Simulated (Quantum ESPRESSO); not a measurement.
**GaAs: 7 runs along one coordinate**

System: GaAs (2 atoms in the cell).
Method: Kohn-Sham DFT of a periodic cell, N12, PseudoDojo 0.4.1 SR PBE standard, no spin polarisation (Quantum ESPRESSO 7.5).

The 7 runs differ only in the geometry, by an even scaling of the cell at fixed fractional positions. The structure derives from an entry of the Crystallography Open Database.

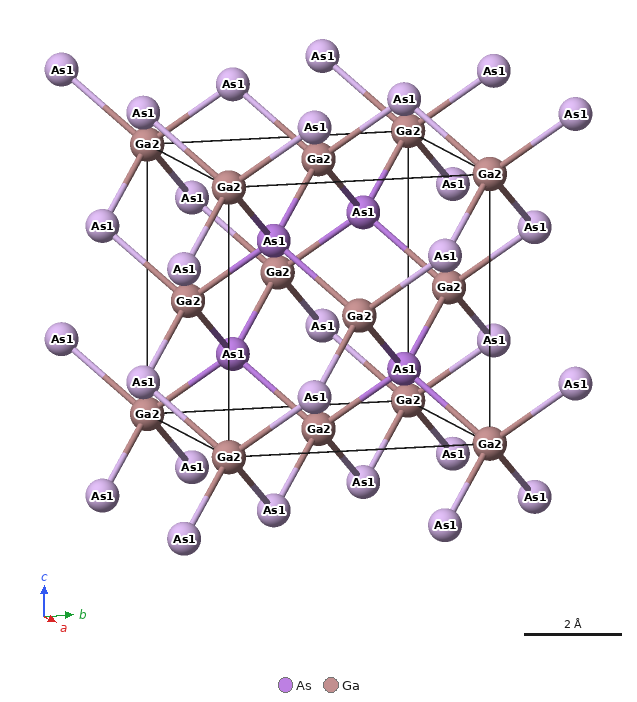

Figure 1. The structure of run 4 (ball-and-stick view of the cell 4 times as large as that of the calculation, set on its symmetry axes, seen slightly off an axis; neighbours outside the cell are drawn fainter; atoms are numbered from 1 in the order of the input).

### Input of run 4
```
&CONTROL
  calculation = 'scf'
  prefix = 'pwscf'
  outdir = './tmp'
  pseudo_dir = './pseudo'
  tprnfor = .true.
  tstress = .true.
  disk_io = 'nowf'
/
&SYSTEM
  ibrav = 0
  nat = 2
  ntyp = 2
  ecutwfc = 84
  nbnd = 21
  input_dft = 'XC-000I-000I-082L-080L-000I-000I'
  occupations = 'smearing'
  smearing = 'fd'
  degauss = 0.00367493
/
&ELECTRONS
  conv_thr = 4d-10
  electron_maxstep = 120
  mixing_beta = 0.5
/
ATOMIC_SPECIES
As    74.9216 As.upf
Ga    69.7230 Ga.upf
CELL_PARAMETERS angstrom
   0.0000000000    2.8268500000    2.8268500000
   2.8268500000    0.0000000000    2.8268500000
   2.8268500000    2.8268500000    0.0000000000
ATOMIC_POSITIONS crystal
As     0.7500000000    0.7500000000    0.7500000000
Ga     0.0000000000    0.0000000000    0.0000000000
K_POINTS automatic
8 8 8 0 0 0
```

Command:
```bash
OMP_NUM_THREADS=1 pw.x -in pw.in > pw.out
```

Lattice vectors (Å) and fractional positions of run 4:
```
   0.000000    2.826850    2.826850
   2.826850    0.000000    2.826850
   2.826850    2.826850    0.000000
As  0.750000  0.750000  0.750000
Ga  0.000000  0.000000  0.000000
```

Run 3 differs from it as follows:
```diff
-   0.0000000000    2.8268500000    2.8268500000
-   2.8268500000    0.0000000000    2.8268500000
-   2.8268500000    2.8268500000    0.0000000000
+   0.0000000000    2.8078772807    2.8078772807
+   2.8078772807    0.0000000000    2.8078772807
+   2.8078772807    2.8078772807    0.0000000000
```

### Results, with one run withheld

| run | volume per atom (Å³) | free energy per atom, from the lowest run given (meV) | pressure (GPa) | gap on the mesh (eV) |
| --- | --- | --- | --- | --- |
| 1 | 21.234 | 21.65 | 4.95 | 0.81 |
| 2 | 21.686 | 9.80 | 3.14 | 0.64 |
| 3 | 22.138 | ? | ? | ? |
| 4 | 22.590 | 0.00 | 0.09 | 0.33 |
| 5 | 23.041 | 1.09 | −1.18 | 0.18 |
| 6 | 23.493 | 5.53 | −2.28 | 0.00 |
| 7 | 23.945 | 12.93 | −3.28 | 0.00 |

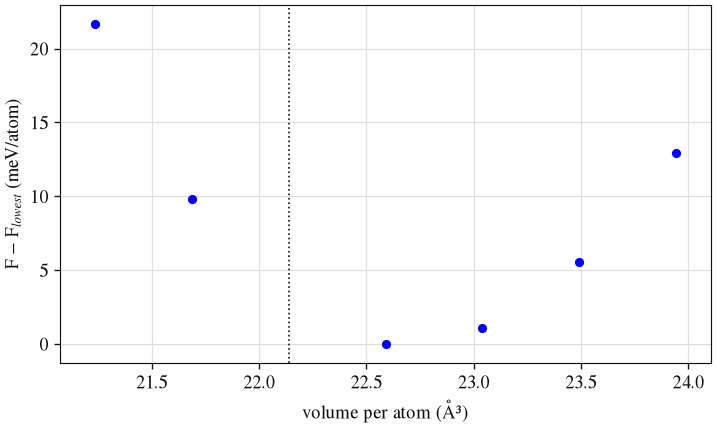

Figure 2. Free energy per atom of the runs given; the dotted line marks run 3.

Estimate the energy of run 3 from the others.

A cubic polynomial in V^(−2/3) (the Birch–Murnaghan form), fitted to the 6 runs given, misses them by at most 0.02 meV per atom. With x = V^(−2/3) − 0.12499 Å⁻², it reads F = −0.030706 + 253.26 x + 6.7595e+05 x² + 2.8544e+06 x³ (meV per atom). At run 3 it gives 2.76 meV per atom, and the run itself gives 2.74. The slope of the fit gives a pressure −dF/dV of 1.70 GPa there, and the run prints 1.53 GPa. The two needn't agree exactly: the fit is approximate, and the printed stress is taken on a finite basis. The fit has its minimum at 22.681 Å³ per atom, where V d²F/dV² gives 66 GPa: the bulk modulus at this level, since symmetry fixes the shape and the positions. The gap on the mesh lies between 0.00 eV (run 6) and 0.81 eV (run 1); run 3 has 0.48 eV. These are gaps of this functional on this mesh, which can miss the band edges; they aren't the measured gap.

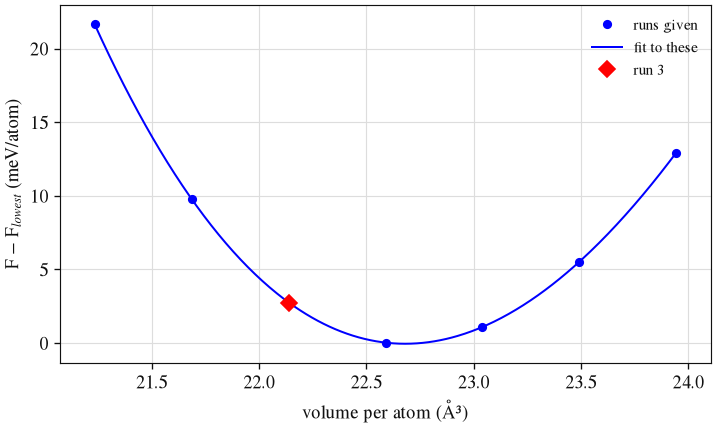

Figure 3. The fit and the withheld run.

### Some lines of the output (run 3)
```
[...]
     total energy              =    -367.96649350 Ry
     total energy              =    -367.96688862 Ry
     total energy              =    -367.96702543 Ry
     total energy              =    -367.96703910 Ry
     total energy              =    -367.96704194 Ry
     total energy              =    -367.96704242 Ry
     total energy              =    -367.96704284 Ry
     total energy              =    -367.96704347 Ry
     total energy              =    -367.96704355 Ry
     the Fermi energy is     9.3646 ev
!    total energy              =    -367.96704359 Ry
     The total energy is F=E-TS. E is the sum of the following terms:
     Computing stress (Cartesian axis) and pressure
          total   stress  (Ry/bohr**3)                   (kbar)     P=       15.29
```

Notes: The record of the run, not the program, notes: potentials made for another functional. Points of doubt noted for this run: potentials made for another functional.
